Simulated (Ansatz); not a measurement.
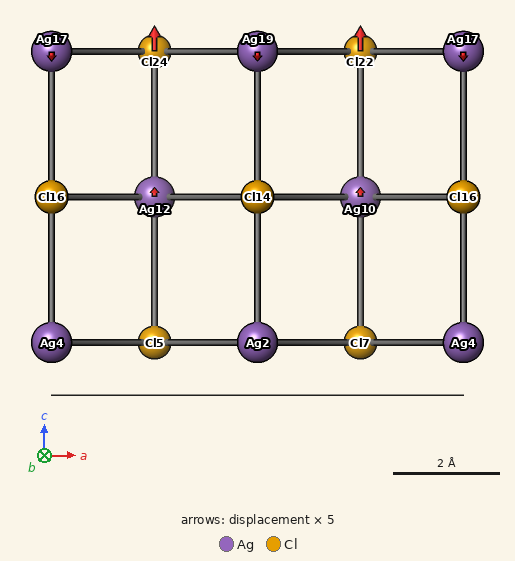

This is a constrained relaxation of a slab of composition AgCl (cut from the Fm-3m phase). The starting structure is drawn; red arrows show the displacements, 5 times their true length.

Style: ball-and-stick. Shown: the cell of the calculation, outlined in the plane, without the vacuum, along the b axis.

Case: clean slab, lower planes held. The slab is the (1 0 0) face of AgCl. 8 atoms are held fixed.

Theory: DFT PBE+D3(BJ), scalar-relativistic, plane waves, PAW (Ansatz).

The input:
```yaml
crystal:
  lattice:
    - [7.7932493107, 0.0, 0.0]
    - [0.0, 7.7932493107, 0.0]
    - [0.0, 0.0, 21.5106594351]
  atoms:
    - { symbol: Ag, position: [0.5, 0.5, 0.3719086355] }
    - { symbol: Ag, position: [0.5, 0.0, 0.3719086355] }
    - { symbol: Ag, position: [0.0, 0.5, 0.3719086355] }
    - { symbol: Ag, position: [0.0, 0.0, 0.3719086355] }
    - { symbol: Cl, position: [0.25, 0.25, 0.3719086355] }
    - { symbol: Cl, position: [0.25, 0.75, 0.3719086355] }
    - { symbol: Cl, position: [0.75, 0.25, 0.3719086355] }
    - { symbol: Cl, position: [0.75, 0.75, 0.3719086355] }
    - { symbol: Ag, position: [0.75, 0.75, 0.5] }
    - { symbol: Ag, position: [0.75, 0.25, 0.5] }
    - { symbol: Ag, position: [0.25, 0.75, 0.5] }
    - { symbol: Ag, position: [0.25, 0.25, 0.5] }
    - { symbol: Cl, position: [0.5, 0.5, 0.5] }
    - { symbol: Cl, position: [0.5, 0.0, 0.5] }
    - { symbol: Cl, position: [0.0, 0.5, 0.5] }
    - { symbol: Cl, position: [0.0, 0.0, 0.5] }
    - { symbol: Ag, position: [0.0, 0.0, 0.6280913645] }
    - { symbol: Ag, position: [0.0, 0.5, 0.6280913645] }
    - { symbol: Ag, position: [0.5, 0.0, 0.6280913645] }
    - { symbol: Ag, position: [0.5, 0.5, 0.6280913645] }
    - { symbol: Cl, position: [0.75, 0.75, 0.6280913645] }
    - { symbol: Cl, position: [0.75, 0.25, 0.6280913645] }
    - { symbol: Cl, position: [0.25, 0.75, 0.6280913645] }
    - { symbol: Cl, position: [0.25, 0.25, 0.6280913645] }
basis:
  ecutwfc: 420
kpoints:
  mp_grid: { grid: [2, 2, 1] }
hamiltonian:
  xc: pbe
  dispersion: d3bj
scf:
  occupations: { method: gaussian, width: 0.05 }
output:
  forces: true
  eigenvalues: true
  write_density: true
  write_potential: true
  elf: true
  volumetric_format: npy
relax:
  adjacent_minimum: "off"
  f_tol: 0.03
  max_steps: 70
  constraints: [{ sites: [0, 1, 2, 3, 4, 5, 6, 7] }]
efield:
  axis: 3
  dipole_correction: true
  ramp_width: 0.04
```

Command:
```bash
ansatz run input.yaml --threads 4 --pin off --max-ram 12288MiB --backend cpu --events-out ev --progress --plain --runs-dir out
```

### Atoms of which element are displaced furthest, and by how much?

Chlorine: up to 0.10 Å, against 0.04 Å for silver.

### Describe the change and its energy.

The largest moves, 0.10 Å, are those of Cl21, Cl22, Cl23 and Cl24. Cl21 goes along the normal (+c). Largest moves by element: Cl 0.10 Å, Ag 0.04 Å. The lattice vectors keep their values. Near-neighbour distances that change, for instance: Ag10–Cl22 2.755 → 2.817 Å, Cl5–Ag12 2.755 → 2.795 Å, Cl13–Ag20 2.755 → 2.725 Å, Ag1–Cl13 2.755 → 2.745 Å. Among the angles between lasting bonds that change: Cl21–Ag19–Cl24 180.0° → 174.1°, Ag17–Cl23–Ag20 180.0° → 174.1°, Cl14–Ag19–Cl21 90.0° → 92.9°. After 1 accepted move (2 points after the start) the energy has fallen by 55.9 meV per cell of the calculation. The largest force component goes from 0.2 to 0.029 eV/Å. 1 step only repeated the SCF at the same geometry. The run took 25 s on 4 threads of Intel(R) Xeon(R) Platinum 8488C (Sapphire Rapids), on a shared host, peak memory 3.2 GiB.
